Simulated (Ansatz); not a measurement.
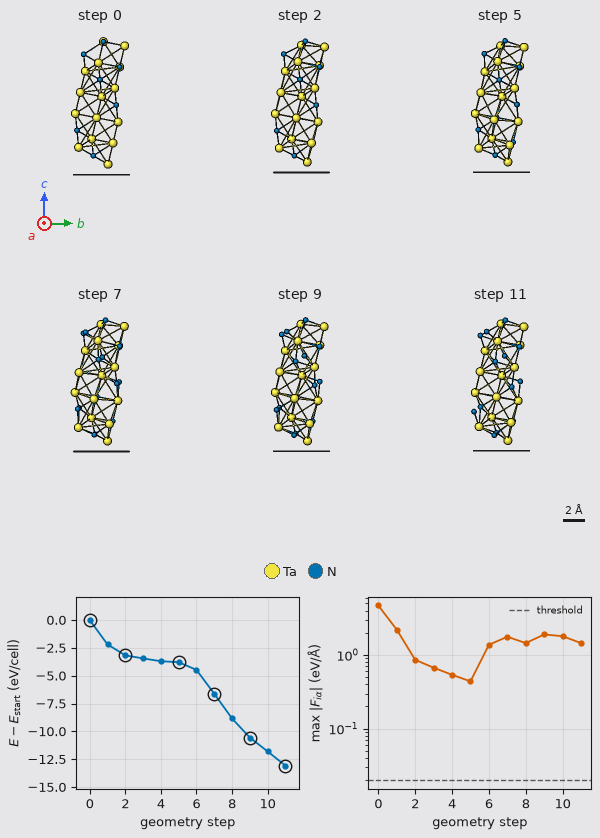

Frames of a relaxation of a slab of composition TaN (cut from the P6/mmm phase), marked on the history of the run. A ball-and-stick model of the cell of the calculation, outlined in the plane, without the vacuum, seen along the a axis.

Case: (1 0 1) slab, atoms relaxed. The slab is the (1 0 1) face of TaN.

The calculation used DFT PBEsol, scalar-relativistic, plane waves, PAW in Ansatz 0.2.0. Settings: plane-wave cutoff 420 eV; k-point mesh 8 × 7 × 1; occupations gaussian; smearing width 0.1 eV; no spin polarisation; dipole correction; atoms relaxed in a fixed cell; force threshold 0.02 eV/Å; at most 60 steps.

Question: Describe the path.

Answer: The run was cut off at its time limit before the relaxation converged, so the last structure is only a point on the way. The atom that moves furthest relative to the layer's centre is an N atom (0.64 Å at 64° to the normal (−c side)). By element the largest moves are N 0.64 Å, Ta 0.45 Å. The cell doesn't change. Among the contacts that change: N–Ta 2.603 → 3.400 Å, N–Ta 2.603 → 3.309 Å, N–Ta 2.603 → 1.920 Å, N–Ta 2.603 → 3.238 Å. Bond angles that change, for instance: Ta–N–Ta 180.0° → 146.1°, Ta–N–Ta 180.0° → 146.7°, Ta–N–Ta 180.0° → 148.3°. After 11 geometry steps the energy has fallen by 13.076 eV per cell of the calculation. The largest force component goes from 4.7 to 1.4 eV/Å. From step 0 to 2: a Ta atom moves most (0.39 Å), energy −3.169 eV per cell of the calculation. From step 2 to 5: Ta atoms move most (0.26 Å), energy −0.616 eV per cell of the calculation. From step 5 to 7: an N atom moves most (0.39 Å), energy −2.833 eV per cell of the calculation. From step 7 to 9: an N atom moves most (0.39 Å), energy −3.937 eV per cell of the calculation. From step 9 to 11: an N atom moves most (0.37 Å), energy −2.521 eV per cell of the calculation.
